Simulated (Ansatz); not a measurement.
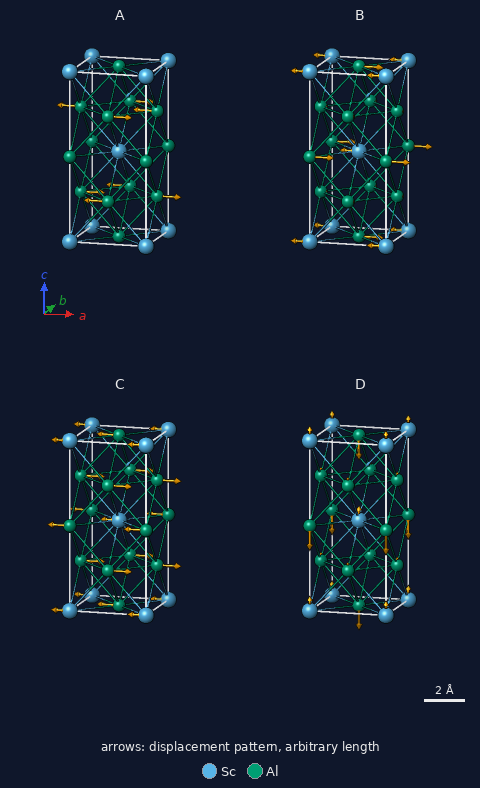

Four optical modes of solid ScAl$_{3}$ relaxed at 3 GPa at the zone centre, in no order (one member of each degenerate set). Displacements are drawn as orange arrows; their common scale and sign are arbitrary. A ball-and-stick model of the conventional cell (2 times the calculation's cell), seen slightly off an axis. Lengths and directions refer to the drawn axes.

These are results of DFT PBE, scalar-relativistic, plane waves, PAW in Ansatz 0.2.0, not measurements. (plane-wave cutoff 420 eV; k-point mesh 14 × 14 × 14; occupations fermi dirac; smearing width 0.15 eV; target pressure 3 GPa; no spin polarisation)

The frequencies depend somewhat on the k-mesh and the smearing.

> Order them from the lowest to the highest frequency (imaginary ones first).

D (149 cm⁻¹), C (221 cm⁻¹), A (278 cm⁻¹), B (332 cm⁻¹). D, A₂u: The Al (2b) sublattice moves against the Sc and Al (4d) sublattices, along c; the kinetic energy is shared as Al 78 %, Sc 22 %. C, E_u: The Al (4d) sublattice moves against the Al (2b) and Sc sublattices, along a; the kinetic energy is shared as Al 80 %, Sc 20 %. A, E_g: The Sc and Al (2b) atoms stay at rest; all motion is along a; atoms of one kind move against one another, with no net shift of their sublattice. B, E_u: The Al (2b) and Al (4d) sublattices move against the Sc sublattice, along a; the kinetic energy is shared as Al 56 %, Sc 44 %. The crystal is metallic in this run.
